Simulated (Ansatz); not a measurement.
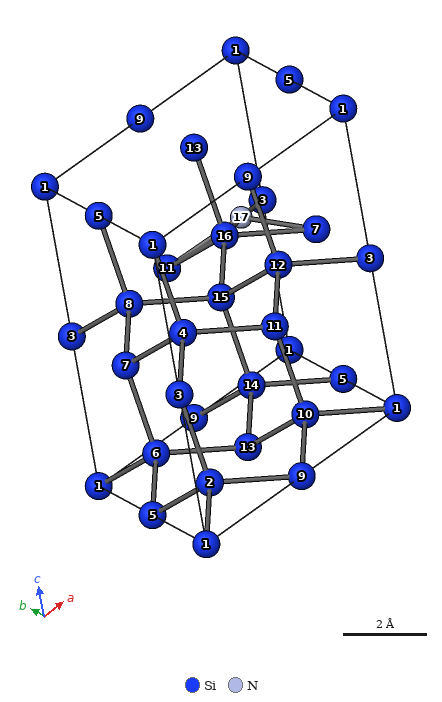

**Figure 1.** The starting structure (ball-and-stick view of the cell of the calculation, seen slightly off an axis; atoms are numbered from 1 in the order of the input). An atom can appear more than once, as a periodic image.

Si$_{16}$N: geometry relaxation (part 1 of 3)

Si$_{16}$N (defect cell, 17 atoms in the cell), computed with DFT PBEsol, scalar-relativistic, plane waves, PAW, PAW set soft_1, spin-polarised (Ansatz 0.2.0).

It belongs to a series of runs on one base structure; here: end point A relaxed. Figures and captions count atoms from 1; the log counts them from 0 in places.

**The program's output**
```
Warning: [file] the record states the generating functional pbe (its physics header spells it `PBE`), which answers neither for hamiltonian.xc's functional nor for the pbesol family's — results may be inconsistent (PPs are generated against a specific XC)
Warning: [file] the record states the generating functional pbe (its physics header spells it `PBE`), which answers neither for hamiltonian.xc's functional nor for the pbesol family's — results may be inconsistent (PPs are generated against a specific XC)
Engine: ansatz 0.2.0, aarch64-unknown-linux-gnu
Pseudopotentials: kind: paw
Pseudopotential: Si, paw, valence charge 4, recommended cutoff 420 eV (normal), [file]
Pseudopotential: N, paw, valence charge 5, recommended cutoff 420 eV (normal), [file]
Functional definition: PBEsol
  exchange = pbesol_x
  correlation = pbesol_c
Crystal: 17 atoms, lattice volume = 320.206 Å³
Basis set: ecut = 420 eV, 6231 PW (Γ), exchange–correlation on 108×108×108 points (8 copies of the dense FFT grid, shifted against one another)
Bands: 52, of which v1, the nominal top of the filled ones, is band 35 counted from 1 (34 counted from 0)
Symmetry: 1 space group operations
Space group: P1 (ITA 1), of the structure as read, at distance tolerance 6.8e-5 Å
Magnetic group: BNS 1.1 (UNI 1), of the structure as read, at distance tolerance 6.8e-5 Å
k-points: 8
Non-local potential: Si, projectors of the file, l = 0: 2, l = 1: 2, l = 2: 1
Non-local potential: N, projectors of the file, l = 0: 2, l = 1: 2, l = 2: 1
PAW form: soft (Blöchl's): semilocal exchange-correlation on the pseudo side does not see the compensation charge
PAW frozen core: Si, regenerated for the run's functional, and the local potential with it (the file was generated under x = pbe(κ = 0.804, μ = 0.2195149727645171), c = pbe(β = 0.06672455060314922))
PAW frozen core: N, regenerated for the run's functional, and the local potential with it (the file was generated under x = pbe(κ = 0.804, μ = 0.2195149727645171), c = pbe(β = 0.06672455060314922))
PAW one-centre angular grid: Si, 110 points (default); XC on 64 Gauss nodes
PAW one-centre angular grid: N, 110 points (default); XC on 64 Gauss nodes
Initial density: superposition of atomic densities (chi_scale 0.1, normalization cell, long waves kept (reshape's long-wave potential 0.27 eV rms))
Starting moments: Σ|m| = 1 μB on 1 of 17 sites
Initial wavefunctions: pseudopotential atomic-orbital guess
Functional: x = pbesol(κ = 0.804, μ = 0.12345679012345678), c = pbesol(β = 0.046)
SCF iter   1: F=—  HF=-10321.070125 eV  |F-HF|=—  |Δ(HF+E_count)|=         —  Δρ=3.23e-2 (↑3.23e-2 ↓2.53e-2)  dr2=1.48e1  dr2_m=1.25e-1  M=0.500 μB ∫|m|=0.700 μB  β_m=0.30  ethr=3.10e-3  ⟨swp⟩=10.1  Hψ=5004  notcnv=0  defer=29
preconditioner: auto → Resta (q_TF=auto, 2.112 Å⁻¹)  ε∞=5.4  [insulator: Δε(μ)=0.184 eV  Ē_g=8.210 eV  σ=0.020 eV  W_gap=1.00  n_scr=58 (ndim 8)  ℏωp=17.2 eV  f_vac=0.000  D(μ)=0.00/eV (n_scr^D=0)  ε∞_Penn≈5.4]
spin=Collinear: Resta preconditioning applied to the charge; magnetization (m = ρ↑ − ρ↓) channel mixes plain (no charge-response kernel on spin).
SCF iter   2: F=—  HF=-10319.239576 eV  |F-HF|=—  |Δ(HF+E_count)|=    1.83e0  Δρ=2.06e-2 (↑1.76e-2 ↓2.06e-2)  dr2=3.56e0  dr2_m=1.66e-1  M=0.242 μB ∫|m|=0.436 μB  β_m=0.30  ethr=3.10e-3  ⟨swp⟩=3.6  Hψ=1786  notcnv=0  defer=148
preconditioner: auto → Kerker (q_TF=auto, 2.112 Å⁻¹)  [metal: Δε(μ)=0.010 eV  Ē_g=8.245 eV  σ=0.020 eV  W_gap=0.26  n_scr=58 (ndim 8)  ℏωp=17.2 eV  f_vac=0.000  D(μ)=12.35/eV (n_scr^D=112)]
spin=Collinear: Kerker preconditioning applied to the charge; magnetization (m = ρ↑ − ρ↓) channel mixes plain (no charge-response kernel on spin).
SCF iter   3: F=—  HF=-10318.844888 eV  |F-HF|=—  |Δ(HF+E_count)|=   3.95e-1  Δρ=1.48e-2 (↑1.34e-2 ↓1.48e-2)  dr2=1.92e0  dr2_m=1.15e-1  M=0.168 μB ∫|m|=0.340 μB  β_m=0.30  ethr=3.10e-3  ⟨swp⟩=2.1  Hψ=887  notcnv=0  defer=136
SCF iter   4: F=—  HF=-10318.386666 eV  |F-HF|=—  |Δ(HF+E_count)|=   4.58e-1  Δρ=7.37e-3 (↑7.37e-3 ↓4.50e-3)  dr2=9.95e-2  dr2_m=8.71e-2  M=0.017 μB ∫|m|=0.266 μB  β_m=0.30  ethr=2.79e-3  ⟨swp⟩=2.8  Hψ=1304  notcnv=0  defer=139
SCF iter   5: F=—  HF=-10318.408074 eV  |F-HF|=—  |Δ(HF+E_count)|=   2.14e-2  Δρ=4.80e-3 (↑4.32e-3 ↓4.80e-3)  dr2=5.39e-2  dr2_m=5.47e-2  M=-0.002 μB ∫|m|=0.228 μB  β_m=0.30  ethr=1.44e-4  ⟨swp⟩=2.6  Hψ=1369  notcnv=0  defer=144
SCF iter   6: F=—  HF=-10318.428929 eV  |F-HF|=—  |Δ(HF+E_count)|=   2.09e-2  Δρ=3.99e-3 (↑2.91e-3 ↓3.99e-3)  dr2=7.68e-3  dr2_m=3.40e-2  M=-0.017 μB ∫|m|=0.199 μB  β_m=0.30  ethr=7.81e-5  ⟨swp⟩=3.1  Hψ=1504  notcnv=0  defer=144
SCF iter   7: F=—  HF=-10318.438214 eV  |F-HF|=—  |Δ(HF+E_count)|=   9.28e-3  Δρ=2.81e-3 (↑2.81e-3 ↓2.68e-3)  dr2=1.75e-3  dr2_m=2.18e-2  M=-0.028 μB ∫|m|=0.175 μB  β_m=0.30  ethr=1.11e-5  ⟨swp⟩=2.2  Hψ=1176  notcnv=0  defer=144
SCF iter   8: F=—  HF=-10318.444852 eV  |F-HF|=—  |Δ(HF+E_count)|=   6.64e-3  Δρ=2.23e-3 (↑2.23e-3 ↓2.13e-3)  dr2=1.03e-4  dr2_m=1.39e-2  M=-0.037 μB ∫|m|=0.156 μB  β_m=0.30  ethr=2.53e-6  ⟨swp⟩=2.0  Hψ=1304  notcnv=0  defer=144
Mixer restart at iter 8: flushing history
spin-set hold released at iteration 8 (site moments contracting): the magnetisation degrees of freedom join the quasi-Newton model from the next iteration; the mixer history was flushed
SCF iter   9: F=—  HF=-10318.448723 eV  |F-HF|=—  |Δ(HF+E_count)|=   3.87e-3  Δρ=1.75e-3 (↑1.75e-3 ↓1.75e-3)  dr2=2.74e-5  dr2_m=8.96e-3  M=-0.044 μB ∫|m|=0.140 μB  β_m=0.54  ethr=1.49e-7  ⟨swp⟩=3.0  Hψ=1432  notcnv=0  defer=144
SCF iter  10: F=—  HF=-10318.455446 eV  |F-HF|=—  |Δ(HF+E_count)|=   6.72e-3  Δρ=4.59e-4 (↑4.59e-4 ↓2.10e-4)  dr2=2.66e-4  dr2_m=3.28e-4  M=-0.063 μB ∫|m|=0.085 μB  β_m=0.55  ethr=3.97e-8  ⟨swp⟩=4.5  Hψ=2254  notcnv=0  defer=144
SCF iter  11: F=—  HF=-10318.455643 eV  |F-HF|=—  |Δ(HF+E_count)|=   1.97e-4  Δρ=6.49e-5 (↑6.49e-5 ↓6.21e-5)  dr2=1.45e-6  dr2_m=1.17e-5  M=-0.066 μB ∫|m|=0.072 μB  β_m=0.77  ethr=3.97e-8  ⟨swp⟩=3.4  Hψ=1644  notcnv=0  defer=144
iter 12 did not close the SCF: its close was put off for a magnetic moment that had not settled (scf_convergence_deferred on its scf_iter line)
SCF iter  12: F=-10318.455670 eV  HF=-10318.455668 eV  |F-HF|=2.48e-6  |Δ(HF+E_count)|=   2.45e-5  Δρ=2.43e-5 (↑2.43e-5 ↓2.07e-5)  dr2=3.17e-7  dr2_m=1.46e-6  M=-0.064 μB ∫|m|=0.069 μB  β_m=0.89  ethr=2.10e-9  ⟨swp⟩=10.4  Hψ=5568  notcnv=0
iter 13 did not close the SCF: its close was put off for a magnetic moment that had not settled (scf_convergence_deferred on its scf_iter line)
SCF iter  13: F=-10318.455671 eV  HF=-10318.455671 eV  |F-HF|=2.14e-7  |Δ(HF+E_count)|=   3.54e-6  Δρ=7.40e-6 (↑7.22e-6 ↓7.40e-6)  dr2=4.13e-8  dr2_m=1.55e-7  M=-0.060 μB ∫|m|=0.065 μB  β_m=0.94  ethr=4.60e-10  ⟨swp⟩=6.9  Hψ=5348  notcnv=0
iter 14 did not close the SCF: its close was put off for a magnetic moment that had not settled (scf_convergence_deferred on its scf_iter line)
SCF iter  14: F=-10318.455672 eV  HF=-10318.455672 eV  |F-HF|=1.86e-7  |Δ(HF+E_count)|=   7.59e-7  Δρ=6.53e-6 (↑6.53e-6 ↓6.46e-6)  dr2=3.10e-9  dr2_m=1.24e-7  M=-0.057 μB ∫|m|=0.061 μB  β_m=0.97  ethr=5.99e-11  ⟨swp⟩=6.2  Hψ=5130  notcnv=0
iter 15 did not close the SCF: its close was put off for a magnetic moment that had not settled (scf_convergence_deferred on its scf_iter line)
SCF iter  15: F=-10318.455673 eV  HF=-10318.455673 eV  |F-HF|=1.34e-7  |Δ(HF+E_count)|=   9.01e-7  Δρ=5.57e-6 (↑5.57e-6 ↓5.53e-6)  dr2=4.06e-9  dr2_m=9.00e-8  M=-0.051 μB ∫|m|=0.055 μB  β_m=0.99  ethr=4.49e-12  ⟨swp⟩=5.6  Hψ=5166  notcnv=0
iter 16 did not close the SCF: its close was put off for a magnetic moment that had not settled (scf_convergence_deferred on its scf_iter line)
SCF iter  16: F=-10318.455674 eV  HF=-10318.455674 eV  |F-HF|=6.14e-8  |Δ(HF+E_count)|=   1.43e-6  Δρ=3.96e-6 (↑3.92e-6 ↓3.96e-6)  dr2=1.20e-8  dr2_m=4.46e-8  M=-0.040 μB ∫|m|=0.043 μB  β_m=0.99  ethr=4.49e-12  ⟨swp⟩=5.8  Hψ=5465  notcnv=0
SCF iter  17: F=-10318.455676 eV  HF=-10318.455676 eV  |F-HF|=6.35e-9  |Δ(HF+E_count)|=   1.71e-6  Δρ=1.40e-6 (↑1.40e-6 ↓1.35e-6)  dr2=4.82e-9  dr2_m=5.17e-9  M=-0.016 μB ∫|m|=0.017 μB  ethr=4.49e-12  ⟨swp⟩=5.4  Hψ=5686  notcnv=0
WARN: the starting moments were not kept: the SCF closed with an absolute magnetisation of 1.6e-2 μB, where they sum to 1 μB in size (1 site). That is at most 0.1 of that sum. Measured as dr2_m measures the in/out step, that magnetisation stands 6.4e-6 eV from none, at or under the dr2_threshold of 2.3e-5 eV: it is no larger than a step whose dr2_m would equal this threshold. The system may hold no moment; this SCF shows only that its start led to no more than that. To try another start: raise the starting moments (crystal.atoms[].spin, magnetization.per_species, magnetization.initial_magnetization, or on a non-collinear deck that types none of these the spinor_matrix: blocks that start its atoms; where the total moment is fixed, keep their sum and leave initial_magnetization as it is; typed ones take the place of any that the run laid by itself, positive ones on a crystal's lanthanoids without a Hubbard term where scf.initial_density.shell_occupations: [] is typed) or, if the notice of its spin-set hold's release reads "site moments contracting" or "site moments show no strong build", lengthen the hold (scf.mixing.spin_hold: { on: { confirm: 4 } }; for m-r²SCAN on two components see the key's manual first). Each may lead to a state that holds a moment. A second SCF, from the converged charge density, with the starting moments and any scf.initial_density.shell_occupations laid on it anew, would have followed, and was not run: the deck does not ask for one (magnetization.retry_lost_moments is false, the default). To let it run, set magnetization.retry_lost_moments: true and run the deck again, where that key's refused combinations let it; where memory then withholds it, that run's warning says so.
SCF 1 converged in 17 iterations: F = -10318.455676 eV  dr2 = 4.82e-9
  greatest PAW one-centre occupation: 0.831 electrons in one spin orbital (limit 2), on the N atom at site 16 (counted from 0), in its partial waves of l = 0
relax step   1: F+E_penalty+E_count = -10318.45567607 eV  Δ(F+E_penalty+E_count) = +0.000e0 eV  max|allowed force component| = 5.051e-1 eV/Å  Δτ_max = 0.0000 Å  (17 SCF iters, dr2 threshold 2.25e-5 eV, accepted)
[...]
Initial density: handed on by an earlier stage of this run
Starting moments: Σ|m| = 1 μB on 1 of 17 sites; this step starts from the density that it was given
Initial wavefunctions: those handed on with the density
preconditioner: auto → Kerker (q_TF=auto, 2.112 Å⁻¹)  [metal: Δε(μ)=0.000 eV  Ē_g=8.172 eV  σ=0.020 eV  W_gap=0.00  n_scr=58 (ndim 8)  ℏωp=17.2 eV  f_vac=0.000  D(μ)=14.02/eV (n_scr^D=112)]
spin=Collinear: Kerker preconditioning applied to the charge; magnetization (m = ρ↑ − ρ↓) channel mixes plain (no charge-response kernel on spin).
the starting moments were not kept: the SCF closed with an absolute magnetisation of 1.4e-2 μB, where they sum to 1 μB in size (1 site). That is at most 0.1 of that sum. Measured as dr2_m measures the in/out step, that magnetisation stands 4.8e-6 eV from none, at or under the dr2_threshold of 1.6e-5 eV: it is no larger than a step whose dr2_m would equal this threshold.
relax step   2: F+E_penalty+E_count = -10318.54646297 eV  Δ(F+E_penalty+E_count) = -9.079e-2 eV  max|allowed force component| = 3.490e-1 eV/Å  Δτ_max = 0.0403 Å  (5 SCF iters, dr2 threshold 1.59e-5 eV, accepted)
preconditioner: auto → Kerker (q_TF=auto, 2.112 Å⁻¹)  [metal: Δε(μ)=0.008 eV  Ē_g=8.194 eV  σ=0.020 eV  W_gap=0.22  n_scr=58 (ndim 8)  ℏωp=17.2 eV  f_vac=0.000  D(μ)=13.49/eV (n_scr^D=112)]
spin=Collinear: Kerker preconditioning applied to the charge; magnetization (m = ρ↑ − ρ↓) channel mixes plain (no charge-response kernel on spin).
the starting moments were not kept: the SCF closed with an absolute magnetisation of 5.5e-3 μB, where they sum to 1 μB in size (1 site). That is at most 0.1 of that sum. Measured as dr2_m measures the in/out step, that magnetisation stands 7.4e-7 eV from none, at or under the dr2_threshold of 7.6e-6 eV: it is no larger than a step whose dr2_m would equal this threshold.
  greatest PAW one-centre occupation: 0.830 electrons in one spin orbital (limit 2), on the N atom at site 16 (counted from 0), in its partial waves of l = 0
relax step   3: F+E_penalty+E_count = -10318.61525704 eV  Δ(F+E_penalty+E_count) = -6.879e-2 eV  max|allowed force component| = 6.396e-1 eV/Å  Δτ_max = 0.0636 Å  (7 SCF iters, dr2 threshold 7.61e-6 eV, accepted)
preconditioner: auto → Resta (q_TF=auto, 2.112 Å⁻¹)  ε∞=5.4  [insulator: Δε(μ)=0.045 eV  Ē_g=8.207 eV  σ=0.020 eV  W_gap=0.89  n_scr=58 (ndim 8)  ℏωp=17.2 eV  f_vac=0.000  D(μ)=3.83/eV (n_scr^D=14)  ε∞_Penn≈5.4]
spin=Collinear: Resta preconditioning applied to the charge; magnetization (m = ρ↑ − ρ↓) channel mixes plain (no charge-response kernel on spin).
the starting moments were not kept: the SCF closed with an absolute magnetisation of 7.3e-4 μB, where they sum to 1 μB in size (1 site). That is at most 0.1 of that sum. Measured as dr2_m measures the in/out step, that magnetisation stands 1.4e-8 eV from none, at or under the dr2_threshold of 1.0e-4 eV: it is no larger than a step whose dr2_m would equal this threshold.
  greatest PAW one-centre occupation: 0.828 electrons in one spin orbital (limit 2), on the N atom at site 16 (counted from 0), in its partial waves of l = 0
relax step   4: F+E_penalty+E_count = -10318.68770770 eV  Δ(F+E_penalty+E_count) = -7.245e-2 eV  max|allowed force component| = 8.438e-1 eV/Å  Δτ_max = 0.0693 Å  (6 SCF iters, dr2 threshold 1.00e-4 eV, accepted)
preconditioner: auto → Kerker (q_TF=auto, 2.112 Å⁻¹)  [metal: Δε(μ)=0.006 eV  Ē_g=8.269 eV  σ=0.020 eV  W_gap=0.17  n_scr=58 (ndim 8)  ℏωp=17.2 eV  f_vac=0.000  D(μ)=13.73/eV (n_scr^D=112)]
spin=Collinear: Kerker preconditioning applied to the charge; magnetization (m = ρ↑ − ρ↓) channel mixes plain (no charge-response kernel on spin).
the starting moments were not kept: the SCF closed with an absolute magnetisation of 9.1e-4 μB, where they sum to 1 μB in size (1 site). That is at most 0.1 of that sum. Measured as dr2_m measures the in/out step, that magnetisation stands 3.7e-8 eV from none, at or under the dr2_threshold of 1.0e-4 eV: it is no larger than a step whose dr2_m would equal this threshold.
  greatest PAW one-centre occupation: 0.825 electrons in one spin orbital (limit 2), on the N atom at site 16 (counted from 0), in its partial waves of l = 0
relax step   5: F+E_penalty+E_count = -10318.89362358 eV  Δ(F+E_penalty+E_count) = -2.059e-1 eV  max|allowed force component| = 1.577e0 eV/Å  Δτ_max = 0.1949 Å  (7 SCF iters, dr2 threshold 1.00e-4 eV, accepted)
preconditioner: auto → Kerker (q_TF=auto, 2.112 Å⁻¹)  [metal: Δε(μ)=0.014 eV  Ē_g=7.954 eV  σ=0.020 eV  W_gap=0.36  n_scr=58 (ndim 8)  ℏωp=17.0 eV  f_vac=0.000  D(μ)=12.64/eV (n_scr^D=112)]
spin=Collinear: Kerker preconditioning applied to the charge; magnetization (m = ρ↑ − ρ↓) channel mixes plain (no charge-response kernel on spin).
  greatest PAW one-centre occupation: 0.823 electrons in one spin orbital (limit 2), on the N atom at site 16 (counted from 0), in its partial waves of l = 0
```
